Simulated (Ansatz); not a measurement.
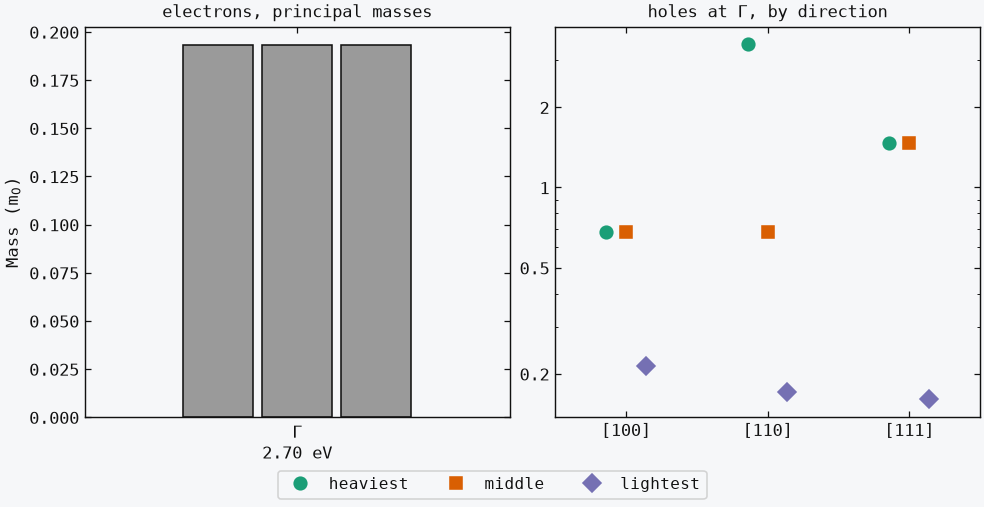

Effective masses at the band extrema of zincblende ZnS, space group F-43m (No. 216), 2 atoms in the primitive cell, in a cell relaxed beforehand (cubic a = 5.389 Å), in units of the free-electron mass, from finite differences of the levels. Left, the three principal masses of each conduction valley, with its energy above the valence top; right, the masses of the bands that meet at the valence top.

Level of theory: r2SCAN, Ansatz PAW set, no spin polarisation, no spin-orbit coupling, 8×8×8 k mesh, 500 eV cutoff, fixed occupations; code Ansatz 0.2.0.

What are the masses of the lowest valley?

Answer. It lies at Γ, 2.70 eV above the valence top, and is isotropic with m* = 0.193.

How do the hole masses depend on direction?

Answer. Along [100] 0.68, 0.68 and 0.214; along [110] 3.44, 0.68 and 0.171; along [111] 1.46, 1.46 and 0.16.

The PAW data sets were made with another functional. LDA, GGA and most meta-GGA functionals understate gaps. Without spin-orbit coupling the bands that meet at the top aren't the heavy and light holes of experiment. An understated gap makes light masses too light.
